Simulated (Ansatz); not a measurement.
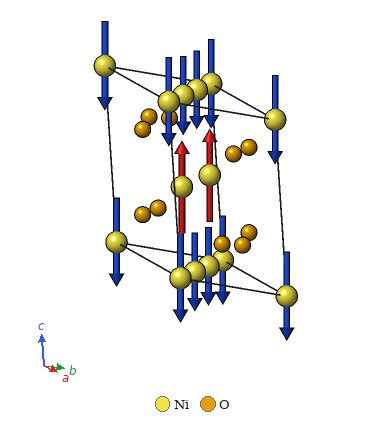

We look at a spheres-only model of the crystal slightly off an axis. One simulation cell is framed, with atoms on its boundary repeated. Arrows are the site magnetic moments above 0.25 μB (those induced on non-metal atoms are left out); longer means larger, and red and blue are up and down (without spin-orbit coupling the axis itself is arbitrary).

This is the state reached for Ni5O6. Run with Ansatz 0.2.0, DFT PBEsol, scalar-relativistic, plane waves, PAW and these settings: 420 eV cutoff, an 8×8×8 k-point grid, Gaussian smearing of 0.1 eV, collinear spins.

How are the moments ordered?

Answer. Antiferromagnetic (within this cell). Site moments: 2 Ni +1.1 μB and 3 Ni −0.6 to −1.0 μB. The net spin moment of the whole cell is 0.0 μB.

It derives from a structure listed in the Materials Project. The final geometry of a relaxation with DFT PBEsol, scalar-relativistic, plane waves, PAW in Ansatz 0.2.0 is shown.
